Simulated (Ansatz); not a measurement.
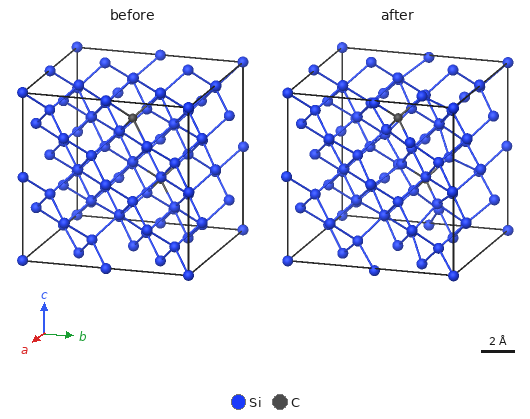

The structure of crystalline Si₆₂C₂ (a generated structure, set up in P1) before (left) and after (right) a relaxation, at one scale.

The picture is a ball-and-stick view of the cell of the calculation (origin shifted), seen slightly off an axis.

All numbers below come from DFT, PBEsol, PAW, plane waves in Ansatz 0.2.0. Settings: plane-wave cutoff 420 eV; k-point mesh 1 × 1 × 1; mesh shifted by (0.5, 0.5, 0.5); no spin polarisation; cell relaxed at fixed shape; force threshold 0.03 eV/Å; at most 80 steps.

Question: Summarise the run.

Answer: Over 5 geometry steps the energy falls by 4.192 eV per cell of the calculation. Largest force component: 2.1 eV/Å at the start, 0.0038 eV/Å at the end. The pressure goes from 1.23 to 0.00 GPa. The atom that moves furthest relative to the cell is a Si atom (0.34 Å along [−1 1 −1]). Largest moves by element: Si 0.34 Å, C 0.05 Å. The volume changes by −0.2 %, with a = b = c 10.753 → 10.747 Å (−0.1 %). Some distances before and after: C–Si 2.363 → 2.019 Å, C–Si 2.337 → 2.019 Å, C–Si 2.277 → 2.019 Å, Si–Si 2.284 → 2.431 Å. Bond angles that change, for instance: Si–Si–Si 109.6° → 123.7°, Si–Si–Si 111.0° → 123.7°, Si–Si–Si 111.8° → 102.7°. The space group (tolerance 0.01 Å) goes from P1 (No. 1) to P-4m2 (No. 115).
